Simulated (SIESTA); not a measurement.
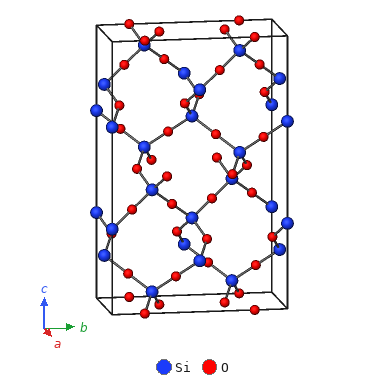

System: SiO₂, space group Fddd (No. 70). The picture shows the conventional cell.

Structure:
```yaml
crystal:
  lattice:
    - [0.00000, 4.71626, 7.36278]
    - [2.35958, 0.00000, 7.36278]
    - [2.35958, 4.71626, 0.00000]
  atoms:
    - { symbol: Si, position: [0.93677, 0.93677, 0.56323] }
    - { symbol: Si, position: [0.68677, 0.68677, 0.31323] }
    - { symbol: Si, position: [0.31323, 0.31323, 0.68677] }
    - { symbol: Si, position: [0.56323, 0.56323, 0.93677] }
    - { symbol: O, position: [0.06344, 0.43656, 0.06344] }
    - { symbol: O, position: [0.43656, 0.06344, 0.43656] }
    - { symbol: O, position: [0.81344, 0.18656, 0.81344] }
    - { symbol: O, position: [0.18656, 0.81344, 0.18656] }
    - { symbol: O, position: [0.12500, 0.62500, 0.62500] }
    - { symbol: O, position: [0.62500, 0.62500, 0.62500] }
    - { symbol: O, position: [0.62500, 0.62500, 0.12500] }
    - { symbol: O, position: [0.62500, 0.12500, 0.62500] }
```

Computed with SIESTA 5.4.2: DFT in numerical atomic orbitals with pseudopotentials, no spin polarisation; energies at scaled volumes of the given cell, shape and fractions fixed, counted from the fit's minimum, third-order Birch-Murnaghan fit. Level: PBEsol.

k mesh 5×5×5; occupations Fermi–Dirac; smearing width 0.05 eV; potentials PseudoDojo 0.4 standard, converted to PSML, two zetas on semicore shells; program settings basis DZP, mesh cutoff 800 Ry.

What does the calculation give for the energy and pressure against volume? The volume takes the values 12.84, 13.11, 13.38, 13.66, 13.93, 14.20, 14.48 Å³/atom.

A third-order Birch–Murnaghan fit gives V0 = 14.02 Å³/atom, B0 = 165 GPa and B′ = 4.1. The energy is 59.28 meV/atom at volume 12.84 Å³/atom and 7.38 meV/atom at 14.48 Å³/atom; the lowest computed point is at volume 13.93 Å³/atom (0.28 meV/atom), in a single well. The pressure falls from 17.39 GPa at volume 12.84 Å³/atom to −5.00 GPa at 14.48 Å³/atom, and changes sign near 14.02 Å³/atom.

```tsv
volume (Å³/atom)	energy (meV/atom)	pressure (GPa)
12.84	59.28	17.39
13.11	33.75	12.65
13.38	15.91	8.38
13.66	4.97	4.53
13.93	0.28	1.04
14.20	1.25	-2.13
14.48	7.38	-5.00
```

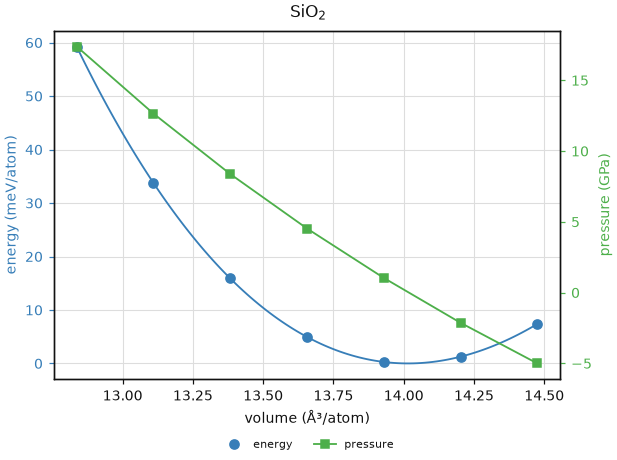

Caveats: mulliken charges of long orbitals; shape and atomic fractions are frozen while scaling, which makes layered, chain and framework solids too stiff.
